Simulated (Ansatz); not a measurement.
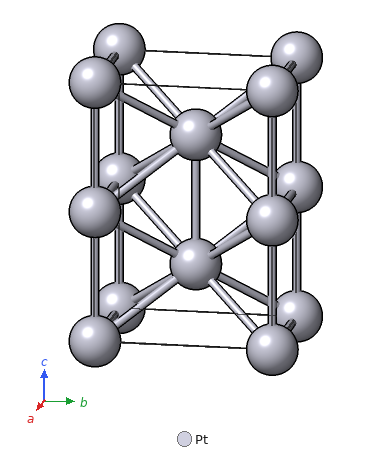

Ball-and-stick drawing of the structure, looking from a general direction. Atoms at the boundary of the unit cell (the box) are drawn once for each face, edge or corner they touch.

What is this?

The element is platinum. Strictly the space group is C2/m (No. 12, within 0.01 Å). It is a distorted form of a face-centred cubic structure, space group Fm-3m (No. 225) within 0.25 Å: face-centred cubic (Cu type). The cell holds four atoms. The neighbours of Pt are twelve Pt in a cuboctahedral arrangement. The bonds build a three-dimensional framework.

Starting structure: a structure listed in the Materials Project. The cell was then strained or its atoms displaced on purpose. It was run through Ansatz as a DFT input.
